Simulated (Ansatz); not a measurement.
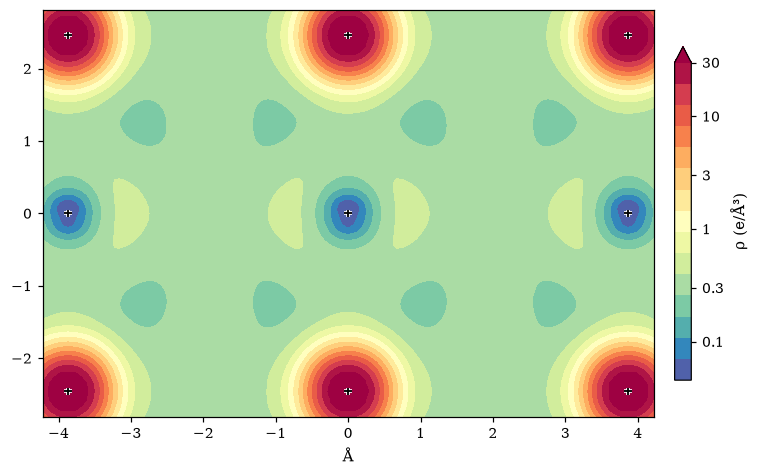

The valence charge density (pseudo) on a plane through atoms (crosses mark nuclei in the plane).

Level of theory: DFT PBEsol, scalar-relativistic, plane waves, PAW (Ansatz 0.2.0).

Candidates:
A. Ta16HN16 (cell with a defect), a = 7.64 Å, b = 7.64 Å, c = 7.71 Å, α = 115.16°, β = 115.16°, γ = 98.21°. Computed without spin polarisation.
B. SiNi2, a = 3.87 Å, b = 3.87 Å, c = 4.92 Å, α = 90.00°, β = 90.00°, γ = 120.00°. Space group P6₃/mmc; computed without spin polarisation.

**Which candidate gave the map?**

Candidate B: SiNi2 on the (100) plane of the conventional cell, which holds Si and Ni. Si–Ni (2.46 Å): ρ at the midpoint is about 0.36 e/Å³.
